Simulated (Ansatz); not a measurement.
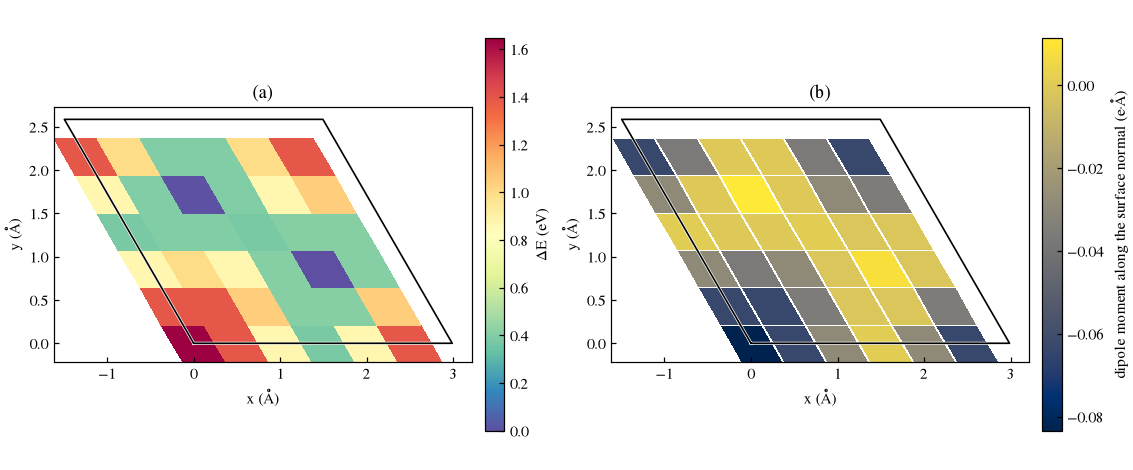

H on a Ta(111) slab cut from the Fm-3m phase, its upper half relaxed before the scan (3 atoms of substrate and one adsorbate in a 1 × 1 cell). 
- H is moved over the surface cell; relaxed at each place: the height of the adsorbate's atoms; substrate rigid; the origin of the map has the adsorbate above Ta3.
- Places are given modulo a cell vector. The map is drawn in real space over the plane of the surface.
- The scan uses a 6 × 6 grid; 10 points were computed and 26 follow by symmetry.
- All energies are given in eV relative to the lowest grid point.
- With one adsorbate in each 1 × 1 cell, its nearest image is 3.0 Å away, so neighbouring adsorbates interact.
- The calculation used Ansatz, DFT PBE, scalar-relativistic, plane waves, PAW. Settings: cutoff 420 eV, k-mesh 9×9×1, gaussian smearing 0.1 eV, no spin polarisation.

Panel (a) is the energy and panel (b) the computed dipole moment along the surface normal on the same grid.

Drawn: one coloured cell a grid point, the outline of one cell of the plane.

**How does the dipole moment along the surface normal vary over the map, and what is it at the lowest grid point?**

It runs from −0.08 e·Å at the top site over a surface Ta atom, (0/6, 0/6) of the cell vectors to 0.01 e·Å at a threefold hollow over a second-layer Ta atom, (2/6, 4/6) of the cell vectors. At the lowest grid point, a threefold hollow over a third-layer Ta atom, (4/6, 2/6) of the cell vectors, it is 0.01 e·Å.

| second ↓, first → | 0/6 | 1/6 | 2/6 | 3/6 | 4/6 | 5/6 |
| --- | --- | --- | --- | --- | --- | --- |
| 5/6 | −0.06 | −0.04 | 0.00 | 0.00 | −0.04 | −0.06 |
| 4/6 | −0.03 | 0.00 | 0.01 | 0.00 | −0.03 | −0.04 |
| 3/6 | 0.00 | 0.00 | 0.00 | 0.00 | 0.00 | 0.00 |
| 2/6 | −0.03 | −0.04 | −0.03 | 0.00 | 0.01 | 0.00 |
| 1/6 | −0.06 | −0.06 | −0.04 | 0.00 | 0.00 | −0.04 |
| 0/6 | −0.08 | −0.06 | −0.03 | 0.00 | −0.03 | −0.06 |
